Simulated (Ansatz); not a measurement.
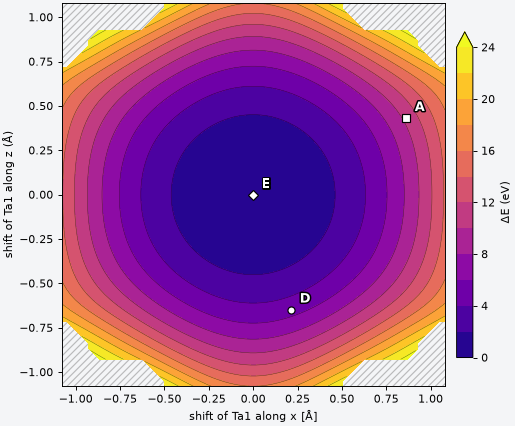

TaSi₂ (P6_422, No. 181; 9 atoms in the cell). 
- One atom moved over a plane, all else fixed (x along [1 0 0], y along [1 2 0], z along [0 0 1] of the conventional cell).
- The first coordinate is: shift of Ta1 along x; the second: shift of Ta1 along z.
- Nothing is relaxed (all other atoms fixed).
- The grid has 11 × 11 points; 32 points were computed and 73 follow by symmetry. At 16 points there is no value (left out of the scan, as a rule where atoms come close).
- Energies: eV per cell, counted from the lowest grid point.
- Theory: DFT PBE, scalar-relativistic, plane waves, PAW in Ansatz 0.2.0. Settings: cutoff 420 eV, k-mesh 9×9×6 in the order of the run's cell vectors, gaussian smearing 0.15 eV, no spin polarisation.

Drawn: filled contours, one colour for all values above the top of the scale, hatched blanks where no value was computed, lettered points. Between grid points the surface is interpolated.

Which space group has the cell at each letter?

Answer. A: P1; D: P1; E: P6_422.

What kind of point is each of A, D, E: minimum, saddle, maximum or slope?

Answer. A: on a slope; D: on a slope; E: minimum. (In these two coordinates alone; a stationary point may lie a little off the grid point.)

PAW datasets: the set soft_1.
